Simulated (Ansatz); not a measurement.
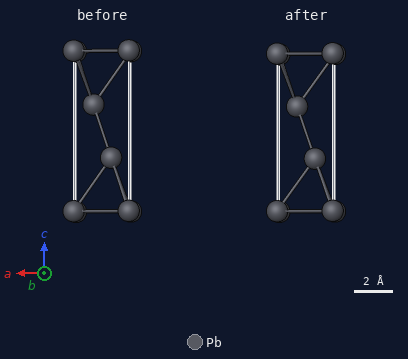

The structure of a crystal of Pb (a generated structure, set up in R-3m) before (left) and after (right) a relaxation, at one scale.

The picture is a ball-and-stick view of the cell of the calculation, seen from a free direction.

Case: stacking ABC.

Computed with DFT PBEsol, scalar-relativistic, plane waves, PAW in Ansatz 0.2.0.

The input:
```yaml
crystal:
  lattice:
    - [3.4724061162, 0.0, 0.0]
    - [-1.7362030581, 3.0071919089, 0.0]
    - [0.0, 0.0, 8.5882017721]
  atoms:
    - { symbol: Pb, position: [0.0, 0.0, 0.0] }
    - { symbol: Pb, position: [0.3333333333, 0.6666666667, 0.3333333333] }
    - { symbol: Pb, position: [0.6666666667, 0.3333333333, 0.6666666667] }
basis:
  ecutwfc: 420
kpoints:
  mp_grid: { grid: [15, 15, 6] }
hamiltonian:
  xc: pbesol
scf:
  occupations: { method: gaussian, width: 0.1 }
output:
  forces: true
  stress: true
  eigenvalues: true
  populations: true
  write_density: true
  write_potential: true
  elf: true
  volumetric_format: npy
relax:
  adjacent_minimum: "off"
  f_tol: 0.01
  max_steps: 45
  cell: { stress_tol: 0.05 }
```

Launched with:
```bash
ansatz run input.yaml --threads 1 --pin off --max-ram 2560MiB --backend cpu --events-out ev --progress --plain --runs-dir out
```

Q: What changed between the two?

A: The atoms keep their places relative to the cell (all moves are under 0.005 Å). The volume changes by +0.2 %, with a = b 3.472 → 3.508 Å (+1.0 %), c 8.588 → 8.432 Å (−1.8 %). Some distances before and after: Pb1–Pb1 3.472 → 3.508 Å, Pb1–Pb2 3.495 → 3.464 Å. The space group stays R-3m (No. 166). The energy falls by 1.6 meV per atom in 3 accepted moves (5 points after the start). All forces vanish by symmetry, so only the cell relaxes. The pressure goes from 0.13 to 0.01 GPa. The line search rejected the trial step at point 2 of the run. At 1 point the geometry stayed and the basis and grid were re-selected for the new cell (energy shift of less than 0.05 meV per atom at most each time). The run took 2.4 min on 1 thread of Intel(R) Xeon(R) Platinum 8259CL CPU @ 2.50GHz (Skylake/Cascade Lake), with other jobs on the host, peak memory 0.67 GiB.
